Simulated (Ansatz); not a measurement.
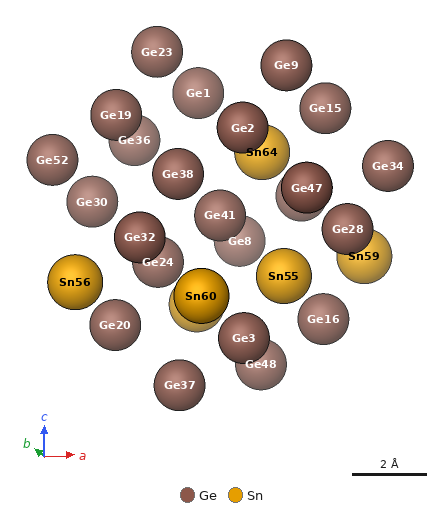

Solid Ge52Sn12 (a generated structure, set up in P1), before the relaxation. Style: spheres-only. Shown: the atoms within 5.8 Å of the atom that moves most (axes of the cell of the calculation), slightly off an axis.

All numbers below come from DFT, PBEsol, PAW, plane waves (Ansatz).

Set-up: plane-wave cutoff 420 eV; k-point mesh 1 × 1 × 1; mesh shifted by (0.25, 0.25, 0.25); no spin polarisation; cell relaxed at fixed shape; force threshold 0.03 eV/Å; at most 80 steps.

```
CELL_PARAMETERS angstrom
11.67947 0.00000 0.00000
0.00000 11.67947 0.00000
0.00000 0.00000 11.67947
ATOMIC_POSITIONS crystal
Ge 0.00050 0.99961 0.00268
Ge 0.00005 0.50105 0.00033
Ge 0.00228 0.49639 0.50081
Ge 0.49932 0.00102 0.99867
Ge 0.49890 0.99996 0.50269
Ge 0.50487 0.49964 0.99863
Ge 0.49880 0.50108 0.49930
Ge 0.12683 0.12606 0.62718
Ge 0.13053 0.62000 0.12461
Ge 0.62486 0.12508 0.12436
Ge 0.62640 0.12667 0.62521
Ge 0.62774 0.62387 0.12541
Ge 0.25043 0.25012 0.99986
Ge 0.25104 0.24971 0.49874
Ge 0.25094 0.74575 0.99868
Ge 0.24744 0.75165 0.49689
Ge 0.75078 0.24747 0.00279
Ge 0.75052 0.24815 0.50071
Ge 0.75050 0.75086 0.99909
Ge 0.74819 0.75070 0.49995
Ge 0.37693 0.37298 0.12173
Ge 0.87378 0.37496 0.12406
Ge 0.87518 0.87515 0.12484
Ge 0.87780 0.87720 0.62539
Ge 0.24932 0.00067 0.25023
Ge 0.24788 0.99992 0.75059
Ge 0.25263 0.49874 0.25057
Ge 0.25178 0.50174 0.75048
Ge 0.75049 0.99911 0.24871
Ge 0.74665 0.00017 0.75339
Ge 0.75043 0.50074 0.25051
Ge 0.75306 0.49862 0.74821
Ge 0.37424 0.12496 0.87453
Ge 0.37480 0.62310 0.87691
Ge 0.87302 0.12924 0.37443
Ge 0.87457 0.12605 0.87509
Ge 0.87531 0.62445 0.37266
Ge 0.87179 0.62467 0.87482
Ge 0.99645 0.25214 0.25041
Ge 0.00078 0.25013 0.74844
Ge 0.99975 0.75163 0.75152
Ge 0.50169 0.25056 0.25087
Ge 0.49930 0.25215 0.75031
Ge 0.49924 0.75177 0.24941
Ge 0.49664 0.75227 0.74798
Ge 0.12266 0.37548 0.37386
Ge 0.12704 0.37485 0.87341
Ge 0.12450 0.87612 0.37371
Ge 0.62585 0.37477 0.37470
Ge 0.62337 0.37569 0.87441
Ge 0.63001 0.87631 0.37515
Ge 0.62406 0.87420 0.87691
Sn 0.99776 0.00456 0.50016
Sn 0.12456 0.12167 0.12384
Sn 0.12577 0.62541 0.62345
Sn 0.62505 0.62420 0.62607
Sn 0.37256 0.37375 0.62493
Sn 0.37405 0.87331 0.12724
Sn 0.37155 0.87300 0.62294
Sn 0.87299 0.36861 0.62589
Sn 0.37681 0.12288 0.37550
Sn 0.37485 0.62623 0.37620
Sn 0.00226 0.74668 0.25288
Sn 0.12677 0.87387 0.87825
```

### Where does the relaxation end?

The energy falls by 45.8 meV per atom in 5 geometry steps. The largest force component goes from 1.8 to 0.025 eV/Å. Pressure: 0.75 GPa at the start and 0.00 GPa at the end. The largest move is that of Ge41, 0.21 Å along [−3 −1 0]. Largest moves by element: Ge 0.21 Å, Sn 0.12 Å. The cell doesn't change. Among the contacts that change: Ge15–Sn64 2.514 → 2.645 Å, Ge26–Sn64 2.528 → 2.655 Å, Ge3–Ge37 2.584 → 2.462 Å, Ge32–Sn60 2.512 → 2.630 Å. Bond angles that change, for instance: Ge26–Sn64–Ge41 108.1° → 114.8°, Ge20–Ge24–Ge30 107.5° → 113.7°, Sn55–Ge41–Sn64 109.2° → 104.0°. The space group stays P1 (No. 1).

After the run, drawn alike:

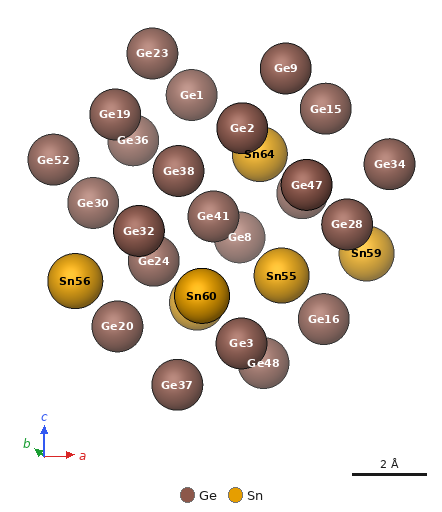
